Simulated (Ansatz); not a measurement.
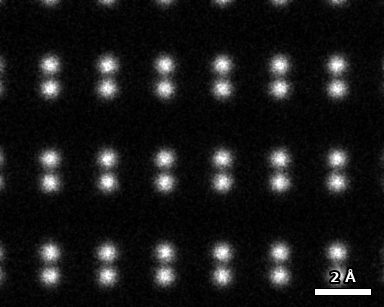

Dark-field STEM-like image of Ta (Fd-3m, No. 227) along [211]. The image is simulated as a sum over atoms of Z^1.7, blurred by a 0.50 Å probe (no channelling). The probe carries 15 % of its weight in a tail 2.5 times as wide. Shot noise was added. Atomic positions: coordinates from a relaxation with DFT PBEsol, scalar-relativistic, plane waves, PAW in Ansatz; the starting structure was generated, so it need not be a known form of this composition.

Q: What can be read from this image?

A: The columns repeat on a rectangular net of 2.12 × 3.47 Å (plane group p2mm). All columns are alike (Ta). The shortest distance between visible columns is 0.87 Å in projection. Along the beam the structure repeats every 7.35 Å.
